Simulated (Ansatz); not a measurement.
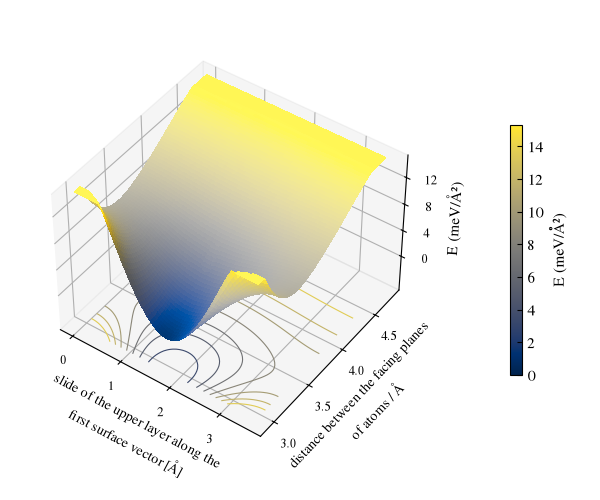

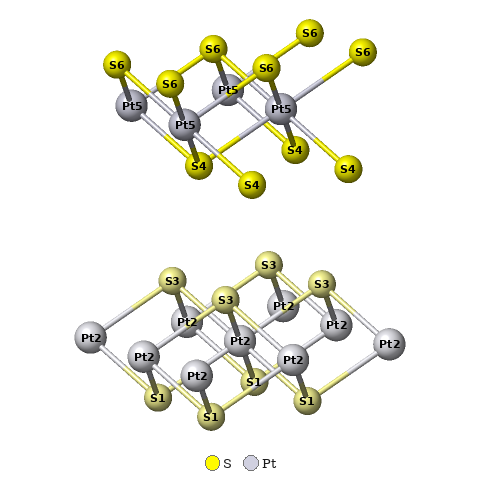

Energy landscape of a bilayer of two PtS₂ sheets (1T type) (6 atoms in the cell). The upper layer of a bilayer is slid along a line and lifted, both layers rigid. Coordinates scanned: (1) slide of the upper layer along the first surface vector, from S4 above S3; (2) distance between the facing planes of atoms. Grid: 6 × 6 points; 24 points were computed and 12 follow by symmetry. Points are written as (first, second). Energies are in meV/Å², from the lowest grid point. Level of theory: Ansatz, DFT PBE+D3(BJ), scalar-relativistic, plane waves, PAW. Settings: cutoff 420 eV, k-mesh 9×9×1, gaussian smearing 0.05 eV, no spin polarisation.

The picture shows a relief with its contours projected below, any walls above the top of the colour scale cut off. Between grid points the surface is interpolated. The second picture is the structure at the lowest point

### Describe this landscape.

The lowest grid point is at (1.77 Å, 2.94 Å). It lies at the edge of the scanned range, so the true minimum may lie outside. The highest grid point, (0.00 Å, 2.94 Å), lies 19.4 meV/Å² above the lowest.

Grid values (meV/Å²):

```csv
"second ↓, first →",0.00,0.59,1.18,1.77,2.36,2.95
4.74,16.4,16.4,16.4,16.4,16.4,16.4
4.14,12.2,12.1,11.9,11.8,11.9,12.1
3.74,9.3,8.9,8.1,7.7,8.1,8.9
3.46,8.5,7.5,5.5,4.5,5.5,7.5
3.21,10.6,8.2,3.8,1.9,3.8,8.2
2.94,19.4,13.8,4.2,0.0,4.2,13.8
```

The input of one point:

```yaml
crystal:
  lattice:
    - [3.5414386157, 0.0, 0.0]
    - [-1.7707193078, 3.0669758072, 0.0]
    - [0.0, 0.0, 22.467157544]
  atoms:
    - { symbol: S, position: [0.6666666667, 0.3333333333, 0.2002923597] }
    - { symbol: Pt, position: [0.0, 0.0, 0.2555636767] }
    - { symbol: S, position: [0.3333333333, 0.6666666667, 0.3108349936] }
    - { symbol: S, position: [0.8333333333, 0.6666666667, 0.4416926686] }
    - { symbol: Pt, position: [0.1666666667, 0.3333333333, 0.4969639856] }
    - { symbol: S, position: [0.5, 1.0, 0.5522353026] }
basis:
  ecutwfc: 420
kpoints:
  mp_grid: { grid: [9, 9, 1] }
hamiltonian:
  xc: pbe
  dispersion: d3bj
scf:
  occupations: { method: gaussian, width: 0.05 }
output:
  forces: true
  eigenvalues: true
efield:
  axis: 3
  dipole_correction: true
  ramp_width: 0.04
```

Each point was launched as `ansatz run input.yaml --threads 1 --pin off --max-ram 3072MiB --backend cpu --events-out ev --progress --plain --runs-dir out`. The whole map (24 points run) took 9.2 min on 1 thread of Intel(R) Xeon(R) Platinum 8259CL CPU @ 2.50GHz (Skylake/Cascade Lake), on a shared host.
